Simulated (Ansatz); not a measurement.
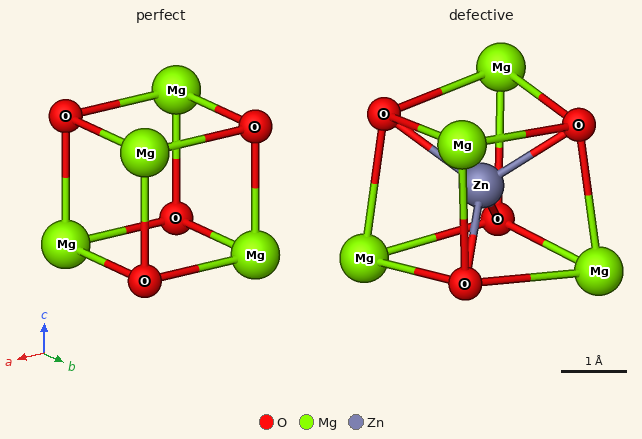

Left: perfect MgO. Right: the same region with one point defect, after relaxing the atoms in a supercell of 64 sites. A ball-and-stick model of the atoms within 3.3 Å of one point, seen from a free direction.

The calculation used DFT, PBEsol, PAW, plane waves (Ansatz 0.2.0). Settings: plane-wave cutoff 420 eV; k-point mesh 1 × 1 × 1; mesh shifted by (0.25, 0.25, 0.25); no spin polarisation. Fermi-Dirac smearing of 0.01 eV. A uniform background neutralises the charged cell. The axes drawn are those of the host's conventional cell.

What kind of defect was made?

Answer. An extra zinc atom is put between the host's atoms (an interstitial).

The charge state of the cell is +2.

How does the lattice respond?

Answer. The Zn atom starts with 4 Mg at 1.82 to 1.83 Å, 4 O at 1.82 to 1.83 Å around its place and ends with 4 O at 1.88 Å. Of the host's atoms, a magnesium atom moves furthest from its site, by 0.43 Å.

Limits of the set-up: the periodic images lie only 8.4 Å apart, so the values are limited by the cell's size; the cell is charged, on a uniform background, and energies carry no finite-size correction.
